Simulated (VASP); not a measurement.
## BeTe: single-point calculation

The run: single-point calculation of BeTe (F-43m, 2 atoms in the cell). Method and program: DFT, plane waves, PAW, settings varied from a r2SCAN run (VASP 6.6.1).

The structure was built on a prototype by a generator. Some settings of this run were made unusual or wrong on purpose. The geometry comes from this level: r2SCAN (a point of a series of strains).

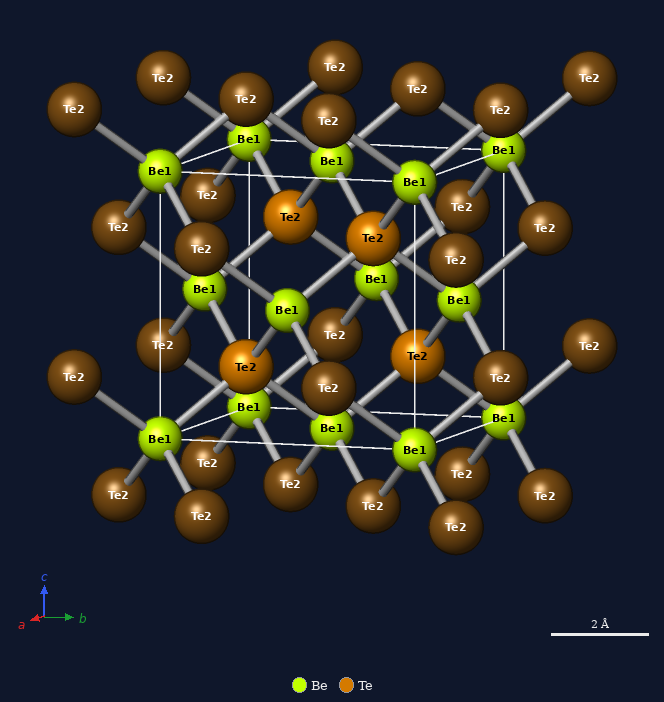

Figure 1. The input geometry (ball-and-stick view of the cell 4 times as large as that of the calculation, set on its symmetry axes, seen slightly off an axis; neighbours outside the cell are drawn fainter; atoms are numbered from 1 in the order of the input). An atom can appear more than once, as a periodic image. Near neighbours in the periodic cell (some may lie outside the picture): Be has 4 Te at 2.43 Å; Te has 4 Be at 2.43 Å.

## INCAR
```
ENCUT = 520.000000
SIGMA = 0.010000
EDIFF = 1.00e-07
ALGO = Normal
METAGGA = R2SCAN
PREC = Accurate
IBRION = -1
ISIF = 2
ISMEAR = 0
NBANDS = 11
NSW = 0
LASPH = .TRUE.
LCHARG = .FALSE.
LWAVE = .FALSE.
LREAL = .FALSE.
NELM = 89
ICHARG = 1
```

## KPOINTS
```
KPOINTS created by Atomic Simulation Environment
0
Gamma
8 8 8
0 0 0
```

## POSCAR
```
Be Te
 1.0000000000000000
     0.0000000000000000    2.8003373892000001    2.8003373892000001
     2.8003373892000001    0.0000000000000000    2.8003373892000001
     2.8003373892000001    2.8003373892000001    0.0000000000000000
 Be  Te
   1   1
Cartesian
  0.0000000000000000  0.0000000000000000  0.0000000000000000
  1.4001686946000000  1.4001686946000000  1.4001686946000000
```

Launched with:
```bash
mpirun -np 1 vasp_std
```

## OSZICAR
```
N       E                     dE             d eps       ncg     rms          rms(c)
DAV:   1    -0.455287966660E+01   -0.45529E+01   -0.34704E+03   638   0.613E+02
DAV:   2    -0.306902220172E+02   -0.26137E+02   -0.25252E+02   814   0.961E+01
DAV:   3    -0.317751313605E+02   -0.10849E+01   -0.10835E+01   836   0.205E+01
DAV:   4    -0.317841073889E+02   -0.89760E-02   -0.89752E-02   782   0.210E+00
DAV:   5    -0.317842738311E+02   -0.16644E-03   -0.16644E-03   791   0.274E-01    0.478E+00
DAV:   6    -0.306778192716E+02    0.11065E+01   -0.18242E-01   686   0.270E+00    0.340E+00
DAV:   7    -0.306760342075E+02    0.17851E-02   -0.14592E-01   754   0.206E+00    0.418E-01
DAV:   8    -0.306748728897E+02    0.11613E-02   -0.71006E-03   755   0.466E-01    0.380E-01
DAV:   9    -0.306753794250E+02   -0.50654E-03   -0.77671E-04   757   0.195E-01    0.183E-01
DAV:  10    -0.306754537842E+02   -0.74359E-04   -0.97401E-05   775   0.612E-02    0.569E-02
DAV:  11    -0.306754637928E+02   -0.10009E-04   -0.25227E-05   750   0.388E-02    0.268E-02
DAV:  12    -0.306754647923E+02   -0.99950E-06   -0.86932E-07   716   0.630E-03    0.821E-03
DAV:  13    -0.306754652484E+02   -0.45610E-06   -0.37823E-07   766   0.261E-03    0.519E-04
DAV:  14    -0.306754652053E+02    0.43062E-07   -0.13299E-08   364   0.755E-04
   1 F= -.30675465E+02 E0= -.30675465E+02  d E =-.169337E-19
```

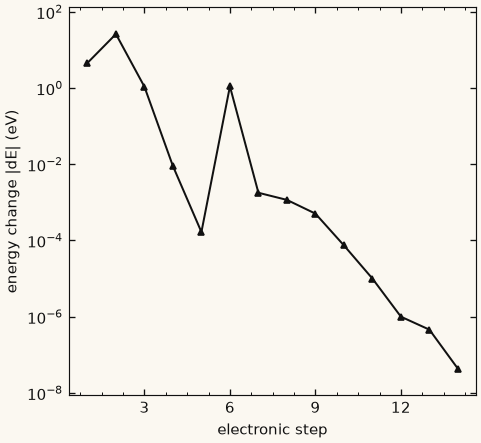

Figure 2. Convergence of the self-consistent field: energy change |dE| against the electronic step. It takes 14 electronic steps. The density is held fixed in the first few steps, and dE rises again when its update begins.

## Parts of OUTCAR
```
k-points           NKPTS =     29   k-points in BZ     NKDIM =     29   number of bands    NBANDS=     11

   NELECT =       8.0000    total number of electrons

   dimension x,y,z NGX =    30 NGY =   30 NGZ =   30
   dimension x,y,z NGXF=    60 NGYF=   60 NGZF=   60

  energy-cutoff  :      520.00
  volume of cell :       43.92
      direct lattice vectors                 reciprocal lattice vectors
     0.000000000  2.800337389  2.800337389    -0.178549914  0.178549914  0.178549914
     2.800337389  0.000000000  2.800337389     0.178549914 -0.178549914  0.178549914
     2.800337389  2.800337389  0.000000000     0.178549914  0.178549914 -0.178549914

 k-points in reciprocal lattice and weights: KPOINTS created by Atomic Simulation Env
   0.00000000  0.00000000  0.00000000       0.002
   0.12500000  0.00000000  0.00000000       0.016
   0.25000000  0.00000000  0.00000000       0.016
   0.37500000  0.00000000  0.00000000       0.016
   0.50000000  0.00000000  0.00000000       0.008
   0.12500000  0.12500000  0.00000000       0.012
   0.25000000  0.12500000  0.00000000       0.047
   0.37500000  0.12500000  0.00000000       0.047
   0.50000000  0.12500000  0.00000000       0.047
  -0.37500000  0.12500000  0.00000000       0.047
  -0.25000000  0.12500000  0.00000000       0.047
  -0.12500000  0.12500000  0.00000000       0.023
   0.25000000  0.25000000  0.00000000       0.012
   0.37500000  0.25000000  0.00000000       0.047
   0.50000000  0.25000000  0.00000000       0.047
  -0.37500000  0.25000000  0.00000000       0.047
  -0.25000000  0.25000000  0.00000000       0.023
   0.37500000  0.37500000  0.00000000       0.012
   0.50000000  0.37500000  0.00000000       0.047
  -0.37500000  0.37500000  0.00000000       0.023
   0.50000000  0.50000000  0.00000000       0.006
   0.37500000  0.25000000  0.12500000       0.047
   0.50000000  0.25000000  0.12500000       0.094
  -0.37500000  0.25000000  0.12500000       0.047
   0.50000000  0.37500000  0.12500000       0.047
  -0.37500000  0.37500000  0.12500000       0.094
  -0.25000000  0.37500000  0.12500000       0.047
  -0.37500000  0.50000000  0.12500000       0.023
  -0.25000000  0.50000000  0.25000000       0.012

 E-fermi :   5.1893

 k-point     1 :       0.0000    0.0000    0.0000
  band No.  band energies     occupation
      1      -7.7760      2.00000
      2       5.1300      2.00000
      3       5.1300      2.00000
      4       5.1300      2.00000
      5       9.1271      0.00000
      6       9.1271      0.00000
      7       9.1271      0.00000
      8       9.7723      0.00000
      9      14.2006      0.00000
     10      15.9080      0.00000
     11      15.9080      0.00000

 k-point     2 :       0.1250    0.0000    0.0000
  band No.  band energies     occupation
      1      -7.6147      2.00000
      2       3.7785      2.00000
      3       4.8825      2.00000
      4       4.8825      2.00000
      5       9.1822      0.00000
      6       9.4934      0.00000
      7       9.4934      0.00000
      8      10.9651      0.00000
      9      14.6599      0.00000
     10      14.9939      0.00000
     11      14.9939      0.00000

 k-point     3 :       0.2500    0.0000    0.0000
  band No.  band energies     occupation
      1      -7.1680      2.00000
      2       1.6520      2.00000
      3       4.4172      2.00000
      4       4.4172      2.00000
      5       8.9708      0.00000
      6      10.0531      0.00000
      7      10.0531      0.00000
      8      12.9429      0.00000
      9      14.7255      0.00000
     10      14.7255      0.00000
     11      14.9693      0.00000

 k-point     4 :       0.3750    0.0000    0.0000
  band No.  band energies     occupation
      1      -6.5933      2.00000
      2      -0.0539      2.00000
      3       4.0573      2.00000
      4       4.0573      2.00000
      5       8.7919      0.00000
      6      10.1750      0.00000
      7      10.1750      0.00000
      8      13.6704      0.00000
      9      15.8012      0.00000
     10      15.8830      0.00000
     11      15.8830      0.00000

 k-point     5 :       0.5000    0.0000    0.0000
  band No.  band energies     occupation
      1      -6.2890      2.00000
      2      -0.7479      2.00000
      3       3.9277      2.00000
      4       3.9277      2.00000
      5       8.7280      0.00000
      6      10.1332      0.00000
      7      10.1332      0.00000
      8      13.6000      0.00000
      9      16.9926      0.00000
     10      17.4806      0.00000
     11      17.4806      0.00000

 k-point     6 :       0.1250    0.1250    0.0000
  band No.  band energies     occupation
      1      -7.5607      2.00000
      2       4.0260      2.00000
      3       4.4342      2.00000
      4       4.4342      2.00000
      5       8.7393      0.00000
      6      10.1525      0.00000
      7      10.1525      0.00000
      8      10.7142      0.00000
      9      13.8328      0.00000
     10      15.0651      0.00000
     11      16.1686      0.00000

 k-point     7 :       0.2500    0.1250    0.0000
  band No.  band energies     occupation
      1      -7.2069      2.00000
      2       2.2922      2.00000
      3       3.9191      2.00000
      4       4.1072      2.00000
      5       8.8725      0.00000
      6      10.2395      0.00000
      7      10.9452      0.00000
      8      11.4929      0.00000
      9      14.2962      0.00000
     10      15.7737      0.00000
     11      15.9472      0.00000

 k-point     8 :       0.3750    0.1250    0.0000
  band No.  band energies     occupation
      1      -6.6606      2.00000
      2       0.5149      2.00000
      3       3.5828      2.00000
      4       3.6133      2.00000
      5       9.0830      0.00000
      6      10.2990      0.00000
      7      11.1157      0.00000
      8      12.1761      0.00000
      9      15.6143      0.00000
     10      16.2335      0.00000
     11      16.7198      0.00000

 k-point     9 :       0.5000    0.1250    0.0000
  band No.  band energies     occupation
      1      -6.2267      2.00000
      2      -0.5187      2.00000
      3       3.1462      2.00000
      4       3.6051      2.00000
      5       9.1323      0.00000
      6      10.2644      0.00000
      7      10.8429      0.00000
      8      13.6287      0.00000
      9      15.5572      0.00000
     10      17.4628      0.00000
     11      17.5088      0.00000

 k-point    10 :      -0.3750    0.1250    0.0000
  band No.  band energies     occupation
      1      -6.3318      2.00000
      2      -0.2866      2.00000
      3       2.9704      2.00000
      4       3.8884      2.00000
      5       9.3002      0.00000
      6      10.3601      0.00000
      7      10.5607      0.00000
      8      13.8855      0.00000
      9      15.4041      0.00000
     10      15.7326      0.00000
     11      17.5593      0.00000

 k-point    11 :      -0.2500    0.1250    0.0000
  band No.  band energies     occupation
      1      -6.8549      2.00000
      2       1.0565      2.00000
      3       3.1349      2.00000
      4       4.3771      2.00000
      5       9.5346      0.00000
      6      10.1970      0.00000
      7      10.5403      0.00000
      8      12.6189      0.00000
      9      13.9863      0.00000
     10      15.7731      0.00000
     11      16.9821      0.00000

 k-point    12 :      -0.1250    0.1250    0.0000
  band No.  band energies     occupation
      1      -7.3569      2.00000
      2       2.7586      2.00000
      3       3.7848      2.00000
      4       4.8429      2.00000
      5       9.6149      0.00000
      6       9.6270      0.00000
      7      10.0248      0.00000
      8      11.8301      0.00000
      9      13.9540      0.00000
     10      15.0306      0.00000
     11      15.7422      0.00000

 k-point    13 :       0.2500    0.2500    0.0000
  band No.  band energies     occupation
      1      -6.9600      2.00000
      2       2.1221      2.00000
      3       3.3469      2.00000
      4       3.3469      2.00000
      5       8.0745      0.00000
      6       9.9860      0.00000
      7      12.1852      0.00000
      8      12.1852      0.00000
      9      14.6816      0.00000
     10      16.8152      0.00000
     11      16.9504      0.00000

 k-point    14 :       0.3750    0.2500    0.0000
  band No.  band energies     occupation
      1      -6.5013      2.00000
      2       0.9355      2.00000
      3       2.7330      2.00000
      4       3.0014      2.00000
      5       8.2320      0.00000
      6       9.7696      0.00000
      7      12.5174      0.00000
      8      12.8175      0.00000
      9      16.4774      0.00000
     10      17.4172      0.00000
     11      17.6228      0.00000

 k-point    15 :       0.5000    0.2500    0.0000
  band No.  band energies     occupation
      1      -6.0539      2.00000
      2      -0.0060      2.00000
      3       1.9703      2.00000
      4       2.9846      2.00000
      5       8.4544      0.00000
      6      11.1825      0.00000
      7      12.3050      0.00000
      8      12.5786      0.00000
      9      16.3757      0.00000
     10      17.7124      0.00000
     11      18.5860      0.00000

 k-point    16 :      -0.3750    0.2500    0.0000
  band No.  band energies     occupation
      1      -5.9891      2.00000
      2      -0.0897      2.00000
      3       1.5085      2.00000
      4       3.2981      2.00000
      5       8.7809      0.00000
      6      12.0355      0.00000
      7      12.1411      0.00000
      8      13.4630      0.00000
      9      14.3924      0.00000
     10      15.4145      0.00000
     11      18.5924      0.00000

 k-point    17 :      -0.2500    0.2500    0.0000
  band No.  band energies     occupation
      1      -6.3729      2.00000
      2       0.5381      2.00000
      3       1.7726      2.00000
      4       3.8504      2.00000
      5       9.3270      0.00000
      6      11.1782      0.00000
      7      11.9171      0.00000
      8      12.4201      0.00000
      9      14.0539      0.00000
     10      15.8181      0.00000
     11      18.5590      0.00000

 k-point    18 :       0.3750    0.3750    0.0000
  band No.  band energies     occupation
      1      -6.1697      2.00000
      2       0.4386      2.00000
      3       2.5834      2.00000
      4       2.5834      2.00000
      5       7.5877      0.00000
      6       8.6014      0.00000
      7      14.3943      0.00000
      8      14.3943      0.00000
      9      16.7860      0.00000
     10      18.2494      0.00000
     11      18.6911      0.00000

 k-point    19 :       0.5000    0.3750    0.0000
  band No.  band energies     occupation
      1      -5.8401      2.00000
      2      -0.0455      2.00000
      3       1.9012      2.00000
      4       2.4949      2.00000
      5       7.8210      0.00000
      6       8.9221      0.00000
      7      14.6506      0.00000
      8      14.6614      0.00000
      9      17.0805      0.00000
     10      18.2740      0.00000
     11      18.8774      0.00000

 k-point    20 :      -0.3750    0.3750    0.0000
  band No.  band energies     occupation
      1      -5.7613      2.00000
      2       0.0681      2.00000
      3       1.0222      2.00000
      4       2.7566      2.00000
      5       8.1757      0.00000
      6      10.8834      0.00000
      7      13.7396      0.00000
      8      14.1775      0.00000
      9      14.9667      0.00000
     10      16.2408      0.00000
     11      19.7172      0.00000

 k-point    21 :       0.5000    0.5000    0.0000
  band No.  band energies     occupation
      1      -5.7353      2.00000
      2      -0.3090      2.00000
      3       2.3168      2.00000
      4       2.3168      2.00000
      5       7.4227      0.00000
      6       8.0944      0.00000
      7      15.8096      0.00000
      8      15.8096      0.00000
      9      17.7639      0.00000
     10      19.3401      0.00000
     11      19.4253      0.00000

 k-point    22 :       0.3750    0.2500    0.1250
  band No.  band energies     occupation
      1      -6.7965      2.00000
      2       1.3900      2.00000
      3       2.7477      2.00000
      4       3.8356      2.00000
      5       9.1308      0.00000
      6      10.5641      0.00000
      7      10.9758      0.00000
      8      12.0111      0.00000
      9      14.9105      0.00000
     10      16.6246      0.00000
     11      17.1040      0.00000

 k-point    23 :       0.5000    0.2500    0.1250
  band No.  band energies     occupation
      1      -6.2828      2.00000
      2       0.2414      2.00000
      3       2.1841      2.00000
      4       3.3491      2.00000
      5       9.6142      0.00000
      6      10.2976      0.00000
      7      11.6242      0.00000
      8      12.6653      0.00000
      9      15.7805      0.00000
     10      16.2367      0.00000
     11      18.2886      0.00000

 k-point    24 :      -0.3750    0.2500    0.1250
  band No.  band energies     occupation
      1      -6.0203      2.00000
      2      -0.3030      2.00000
      3       2.0720      2.00000
      4       3.1104      2.00000
      5       9.8074      0.00000
      6       9.9512      0.00000
      7      12.4609      0.00000
      8      13.6162      0.00000
      9      14.2255      0.00000
     10      17.5021      0.00000
     11      17.8981      0.00000

 k-point    25 :       0.5000    0.3750    0.1250
  band No.  band energies     occupation
      1      -6.0865      2.00000
      2       0.3506      2.00000
      3       2.0279      2.00000
      4       2.5553      2.00000
      5       8.6742      0.00000
      6       9.5772      0.00000
      7      12.3583      0.00000
      8      14.3486      0.00000
      9      16.6820      0.00000
     10      17.3017      0.00000
     11      19.1008      0.00000

 k-point    26 :      -0.3750    0.3750    0.1250
  band No.  band energies     occupation
      1      -5.8064      2.00000
      2       0.0912      2.00000
      3       1.3170      2.00000
      4       2.3769      2.00000
      5       9.1718      0.00000
      6      11.0377      0.00000
      7      11.8889      0.00000
      8      13.7902      0.00000
      9      15.3733      0.00000
     10      17.9439      0.00000
     11      18.8795      0.00000

 k-point    27 :      -0.2500    0.3750    0.1250
  band No.  band energies     occupation
      1      -5.9046      2.00000
      2       0.2179      2.00000
      3       1.1504      2.00000
      4       2.7464      2.00000
      5       9.6452      0.00000
      6      11.1524      0.00000
      7      11.9264      0.00000
      8      13.5102      0.00000
      9      14.6323      0.00000
     10      16.3144      0.00000
     11      19.5389      0.00000

 k-point    28 :      -0.3750    0.5000    0.1250
  band No.  band energies     occupation
      1      -5.7166      2.00000
      2      -0.0982      2.00000
      3       1.8098      2.00000
      4       2.0032      2.00000
      5       8.5182      0.00000
      6       9.1226      0.00000
      7      14.2107      0.00000
      8      14.3162      0.00000
      9      17.0137      0.00000
     10      18.0762      0.00000
     11      18.8944      0.00000

 k-point    29 :      -0.2500    0.5000    0.2500
  band No.  band energies     occupation
      1      -5.6975      2.00000
      2       0.2526      2.00000
      3       1.2116      2.00000
      4       1.7399      2.00000
      5      10.8124      0.00000
      6      11.1804      0.00000
      7      11.3832      0.00000
      8      11.8529      0.00000
      9      16.9050      0.00000
     10      17.9229      0.00000
     11      18.8939      0.00000

  Total        0.5761203      0.5761203      0.5761203     -0.0000000     -0.0000000      0.0000000
  in kB       21.0166098     21.0166098     21.0166098     -0.0000000     -0.0000000      0.0000000
  external PRESSURE =      21.0166098 kB  Pullay stress =       0.0000000 kB

 POSITION                                       TOTAL-FORCE (eV/Angst)
 -----------------------------------------------------------------------------------
      0.00000      0.00000      0.00000        -0.000000     -0.000000     -0.000000
      1.40017      1.40017      1.40017         0.000000      0.000000      0.000000
 -----------------------------------------------------------------------------------
    total drift:                                0.000000      0.000000      0.000000

  FREE ENERGIE OF THE ION-ELECTRON SYSTEM (eV)
  ---------------------------------------------------
  free  energy   TOTEN  =       -30.6754652053 eV

  energy  without entropy=      -30.6754652053  energy(sigma->0) =      -30.67546521
```

## Outcome

```csv
quantity,value
outcome,converged
space group (tolerance 0.01 Å),F-43m (216)
electrons treated,8
free energy,−30.6755 eV
Fermi energy,5.189 eV
band gap,2.29 eV
pressure,2.10 GPa
largest force (length of the vector),under 0.001 eV/Å
hardware,"1 CPU thread, shared host"
wall time,41 s
peak memory,0.17 GiB
```

## What went wrong

Some settings of this run were drawn to be unusual or wrong (NELM = 89; ICHARG = 1). It converged; results that depend on the unusual settings are not reference values.
